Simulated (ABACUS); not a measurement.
# A series of single points on Yb

System: Yb (Fm-3m, 1 atom in the cell).
Method: Kohn-Sham DFT of a periodic cell, PBE, PseudoDojo NC SR 0.4.1 PBE standard, lanthanides 3+ (f in core), spin-polarised (ABACUS 3.10.1).

The 7 runs differ only in the geometry, by an even scaling of the cell at fixed fractional positions. The structure derives from an entry of the Crystallography Open Database.

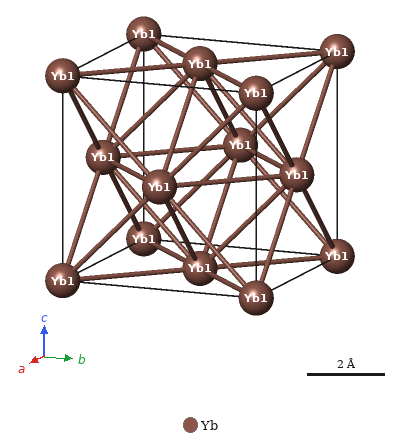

Figure 1. The structure of run 4 (ball-and-stick view of the cell 4 times as large as that of the calculation, set on its symmetry axes, seen slightly off an axis; atoms are numbered from 1 in the order of the input).

### Input file of run 4
```
INPUT_PARAMETERS
suffix              Yb
calculation         scf
basis_type          pw
pseudo_dir          ./
symmetry            1
dft_functional      pbe
ecutwfc             50
pseudo_rcut         10
nspin               2
nbands              10
ks_solver           dav
smearing_method     fd
smearing_sigma      0.00367493
scf_thr             1e-08
scf_nmax            100
mixing_type         broyden
mixing_beta         0.4
cal_force           1
cal_stress          1
kpar                4
```

### File STRU of run 4
```
ATOMIC_SPECIES
Yb 173.0540 Yb.upf

LATTICE_CONSTANT
1.8897261246

LATTICE_VECTORS
0.0000000000 2.7431000000 2.7431000000
2.7431000000 0.0000000000 2.7431000000
2.7431000000 2.7431000000 0.0000000000

ATOMIC_POSITIONS
Direct

Yb
0.0
1
0.0000000000 0.0000000000 0.0000000000 1 1 1 mag 0
```

### File KPT of run 4
```
K_POINTS
0
Gamma
8 8 8 0 0 0
```

Command:
```bash
OMP_NUM_THREADS=1 mpirun -np 4 abacus > log
```

Run 5 differs from it as follows:
```diff
-0.0000000000 2.7431000000 2.7431000000
-2.7431000000 0.0000000000 2.7431000000
-2.7431000000 2.7431000000 0.0000000000
+0.0000000000 2.7612667546 2.7612667546
+2.7612667546 0.0000000000 2.7612667546
+2.7612667546 2.7612667546 0.0000000000
```

### Results, with one run withheld

```csv
run,volume per atom (Å³),"free energy per atom, from the lowest run given (meV)",pressure (GPa)
1,38.805,0.00,−8.01
2,39.630,40.58,−8.31
3,40.456,82.58,−8.58
4,41.281,125.99,−8.82
5,42.107,?,?
6,42.933,216.00,−9.19
7,43.758,262.38,−9.34
```

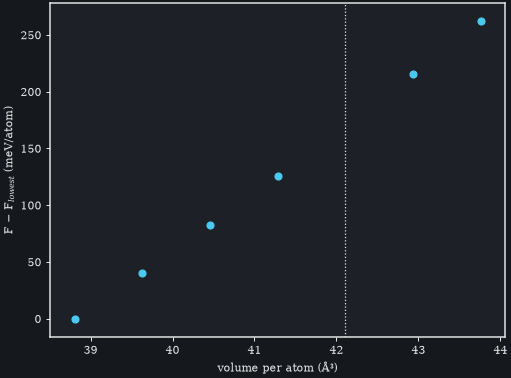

Figure 2. Free energy per atom of the runs given; the dotted line marks run 5.

What should run 5 give?

A cubic polynomial in V^(−2/3) (the Birch–Murnaghan form), fitted to the 6 runs given, misses them by at most 0.05 meV per atom. With x = V^(−2/3) − 0.08399 Å⁻², it reads F = 115.43 − 38813 x + 1.0449e+06 x² − 4.3184e+06 x³ (meV per atom). At run 5 it gives 170.48 meV per atom, and the run itself gives 170.48. The slope of the fit gives a pressure −dF/dV of −8.74 GPa there, and the run prints −9.02 GPa. The two needn't agree exactly: the fit is approximate, and the printed stress is taken on a finite basis. The fit has no minimum inside this range.

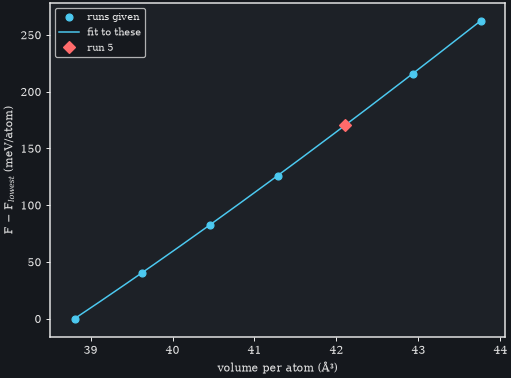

Figure 3. The fit and the withheld run.

### Some lines of the output (run 5)
```
[...]
 E_Fermi        0.4996037452         6.7974576770
 E_Fermi        0.4936818872         6.7168866648
 E_Fermi        0.4904805567         6.6733303289
 E_Fermi        0.4853803266         6.6039381389
 E_Fermi        0.4858604470         6.6104705124
 E_Fermi        0.4857999227         6.6096470363
 E_Fermi        0.4857018572         6.6083127869
 E_Fermi        0.4856874537         6.6081168179
 E_KS(sigma->0) -93.1338297855       -1267.1507616444
 E_Fermi        0.4857237657         6.6086108677
 final etot is -1267.1595728 eV
 EFERMI = 6.6086108677 eV
 TOTAL-PRESSURE: -90.182059 KBAR
 !FINAL_ETOT_IS -1267.1595728312581741 eV
```

Notes: Points of doubt noted for this run: f electrons in core.
